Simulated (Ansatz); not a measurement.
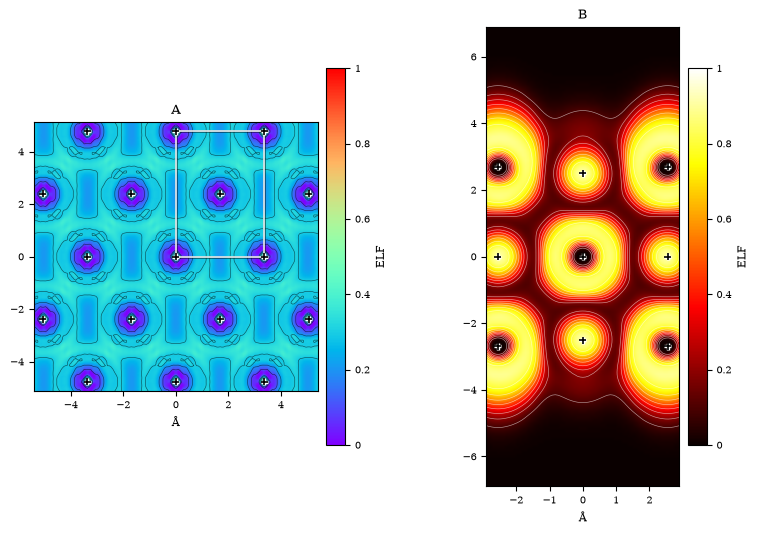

The electron localisation function of 2 systems, each on a plane through atoms (crosses mark nuclei in the plane).

Method: DFT PBE, scalar-relativistic, plane waves, PAW (Ansatz).

System 1: Ga, the (011) plane of the conventional cell. Space group Im-3m; a generated structure, not necessarily the stable one; computed without spin polarisation.

```xyz
2
Lattice="3.3735 0.0000 0.0000 0.0000 3.3735 0.0000 0.0000 0.0000 3.3735" Properties=species:S:1:pos:R:3 pbc="T T T"
Ga    0.0000    0.0000    0.0000
Ga    1.6867    1.6867    1.6867
```

System 2: MnS (slab), the (110) plane of the calculation cell, a cut from vacuum to vacuum. The program warned that this state isn't the lowest known; spin-polarised.

```xyz
6
Lattice="3.6029 0.0000 0.0000 0.0000 3.6029 0.0000 0.0000 0.0000 20.0952" Properties=species:S:1:pos:R:3 pbc="T T T"
Mn    1.8014    1.8014    7.5391
S     0.0000    0.0000    7.3518
Mn    0.0000    0.0000   10.0476
S     1.8014    1.8014   10.0476
Mn    1.8014    1.8014   12.5561
S     0.0000    0.0000   12.7434
```

### Match each panel to its system.

Panel A is system 1, Ga: the plane holds Ga. Ga–Ga (2.92 Å): the ELF is about 0.35 at the midpoint; no localised pair shows between them. Panel B is system 2, MnS: the plane holds Mn and S. Mn–S (2.51 Å): the ELF peaks at about 0.85 in the valence shell of S, 0.8 Å from its nucleus, and is about 0.40 at the midpoint.
